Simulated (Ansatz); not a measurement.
# Energy of GaN along a strain of the cell

System: GaN (P6₃mc, 4 atoms in the cell).
Method: DFT PBE, scalar-relativistic, plane waves, PAW, no spin polarisation (Ansatz 0.2.0).

The 5 runs differ only in the geometry, by a strain of the cell at fixed fractional positions. Against run 3, the strain is εxx = η and εyy = η. The structure derives from an entry of the Crystallography Open Database.

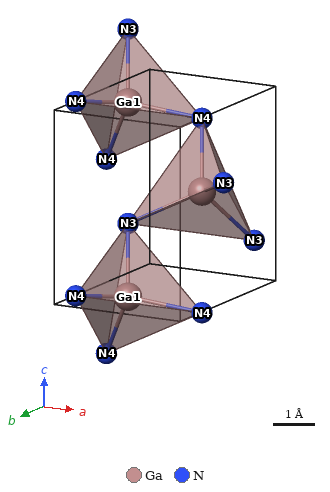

Figure 1. The structure of run 3 (polyhedral view of the cell of the calculation, seen at an oblique angle; polyhedra are completed across the faces of the cell; atoms are numbered from 1 in the order of the input). An atom can appear more than once, as a periodic image.

## Input of run 3
```yaml
crystal:
  lattice:
    - [3.2184289119, 0.0, 0.0]
    - [-1.609214456, 2.7872411979, 0.0]
    - [0.0, 0.0, 5.3216758876]
  atoms:
    - { symbol: Ga, position: [0.3333333333, 0.6666666667, 0.9991316867] }
    - { symbol: Ga, position: [0.6666666667, 0.3333333333, 0.4991316867] }
    - { symbol: "N", position: [0.3333333333, 0.6666666667, 0.3758683133] }
    - { symbol: "N", position: [0.6666666667, 0.3333333333, 0.8758683133] }
basis:
  ecutwfc: 420
kpoints:
  mp_grid: { grid: [12, 12, 6] }
hamiltonian:
  xc: pbe
scf:
  occupations: { method: gaussian, width: 0.05 }
output:
  forces: true
  stress: true
  eigenvalues: true
```

Command:
```bash
ansatz run input.yaml --threads 2 --pin off --max-ram 5120MiB --backend cpu --events-out ev --progress --plain --runs-dir out
```

Lattice vectors (Å) and fractional positions of run 3:
```
   3.218429    0.000000    0.000000
  -1.609214    2.787241    0.000000
   0.000000    0.000000    5.321676
Ga  0.333333  0.666667  0.999132
Ga  0.666667  0.333333  0.499132
N   0.333333  0.666667  0.375868
N   0.666667  0.333333  0.875868
```

Run 4 differs from it as follows:
```diff
-    - [3.2184289119, 0.0, 0.0]
-    - [-1.609214456, 2.7872411979, 0.0]
+    - [3.2667053455, 0.0, 0.0]
+    - [-1.6333526728, 2.8290498159, 0.0]
```

## Results, with one run withheld

| run | strain parameter η (%) | free energy per atom, from the lowest run given (meV) | pressure (GPa) | gap on the mesh (eV) |
| --- | --- | --- | --- | --- |
| 1 | −3.0000 | 29.78 | 9.42 | 1.85 |
| 2 | −1.5000 | 6.16 | 3.01 | 1.72 |
| 3 | 0.0000 | 0.00 | −2.41 | 1.57 |
| 4 | 1.5000 | ? | ? | ? |
| 5 | 3.0000 | 31.04 | −10.77 | 1.24 |

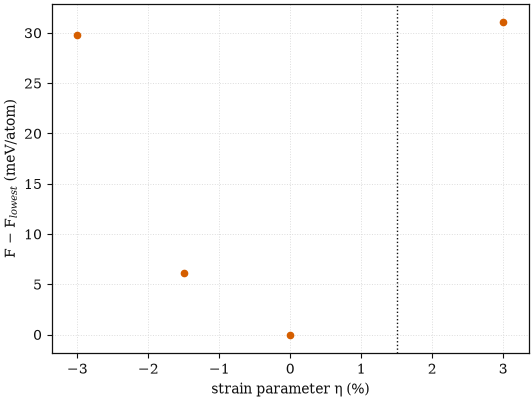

Figure 2. Free energy per atom of the runs given; the dotted line marks run 4.

Fit the runs given and predict run 4.

A quadratic polynomial in the coordinate, fitted to the 4 runs given, misses them by at most 0.66 meV per atom. With x = η + 0.3750, it reads F = −0.10969 − 2.3037 x + 3.4244 x² (meV per atom). At run 4 it gives 7.61 meV per atom, and the run itself gives 8.97. The fit has its minimum at η = −0.0386 %. The fit misses that run by 1.36 meV per atom. The gap on the mesh goes, without turning, from 1.85 eV in run 1 to 1.24 eV in run 5; run 4 has 1.42 eV. These are gaps of this functional on this mesh, which can miss the band edges; they aren't the measured gap.

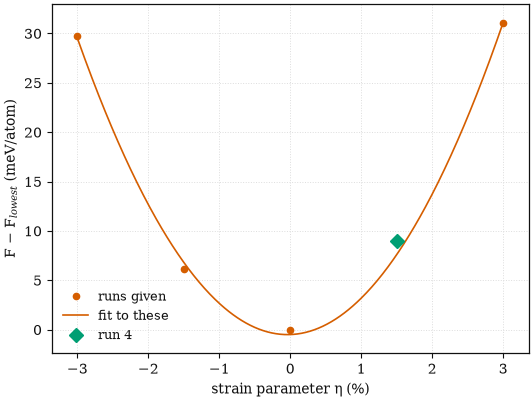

Figure 3. The fit and the withheld run.

## Output, shortened to warnings, some set-up lines, iterations and results (run 4)
```
Basis set: ecut = 420 eV, 989 PW (Γ), exchange–correlation on 48×48×72 points (8 copies of the dense FFT grid, shifted against one another)
Symmetry: 12 space group operations
k-points: 76 of 864 (time reversal used)
Initial density: superposition of atomic densities (neutral atoms: chi_scale 0, normalization atom), corrected by the library's trained network
[...]
SCF iter   1: F=—  HF=-8335.788269 eV  |F-HF|=—  |Δ(HF+E_count)|=         —  Δρ=9.88e-4  dr2=3.77e-4  ethr=1.77e-3  ⟨swp⟩=5.2  Hψ=6670  notcnv=0
SCF iter   2: F=—  HF=-8335.788783 eV  |F-HF|=—  |Δ(HF+E_count)|=   5.14e-4  Δρ=4.04e-4  dr2=3.59e-5  ethr=1.05e-6  ⟨swp⟩=2.1  Hψ=3660  notcnv=0
SCF iter   3: F=—  HF=-8335.788919 eV  |F-HF|=—  |Δ(HF+E_count)|=   1.36e-4  Δρ=1.96e-4  dr2=9.58e-6  ethr=9.98e-8  ⟨swp⟩=2.0  Hψ=2826  notcnv=0
SCF iter   4: F=—  HF=-8335.788952 eV  |F-HF|=—  |Δ(HF+E_count)|=   3.32e-5  Δρ=6.81e-5  dr2=1.82e-6  ethr=2.66e-8  ⟨swp⟩=2.0  Hψ=2997  notcnv=0
SCF iter   5: F=—  HF=-8335.788956 eV  |F-HF|=—  |Δ(HF+E_count)|=   3.89e-6  Δρ=2.43e-5  dr2=1.52e-7  ethr=5.05e-9  ⟨swp⟩=2.0  Hψ=3037  notcnv=0
SCF iter   6: F=-8335.788956 eV  HF=-8335.788956 eV  |F-HF|=3.10e-9  |Δ(HF+E_count)|=   3.29e-7  Δρ=4.47e-6  dr2=8.01e-9  ethr=2.78e-10  ⟨swp⟩=5.0  Hψ=7334  notcnv=0
SCF 1 converged in 6 iterations: F = -8335.788956 eV  dr2 = 8.01e-9
SCF converged after 6 iterations
Free energy (F): -8335.788956 eV
Harris-Foulkes:  -8335.788956 eV  (|F-HF|=3.10e-9)
Internal energy: -8335.788956 eV  (E = F + TS)
E sigma→0 (E₀):  -8335.788956 eV
Fermi energy:    9.324772 eV
--- Per-component energies (eV) ---
  E_band       = -45.028330
  E_kinetic    = 488.661471
  E_local      = -4018.918207  (includes V_loc(G=0)·N_el)
  E_nonlocal   = 948.436625
  E_hartree    = 1839.112680
  E_xc         = -255.516670
  E_vxc        = -265.502386  (∫ρ·V_xc dr)
  E_paw        = -4241.099408  (= ΣΔE_a)
  E_vpaw       = -875.931262  (= ΣTr[D̂ρ^β])
  E_aug_tail   = -0.000018  (compensation charges beyond the density's cutoff)
  E_ewald      = -3096.465430
  E_smearing   = -0.000000  (= −TS)
  E_closure    = -0.000000  (closes the sum)
  Σ components = -8335.788956   (vs F -8335.788956, Δ=0.00e0)
--- Forces (eV/Å), atoms counted from 1 ---
  atom   1  Ga     0.00000000     0.00000000    -0.00703766
  atom   2  Ga    -0.00000000     0.00000000    -0.00703766
  atom   3  N      0.00000000    -0.00000000     0.00702199
  atom   4  N      0.00000000     0.00000000     0.00702199
  max |Σ_I F_I| component: 3.13e-5 eV/Å
--- Stress (GPa, compression-positive) ---
       -6.986742       0.000000      -0.000000
        0.000000      -6.986742       0.000000
       -0.000000      -0.000000      -6.914029
  P = ⅓ Tr σ = -6.9625 GPa (-69.625 kbar)
```
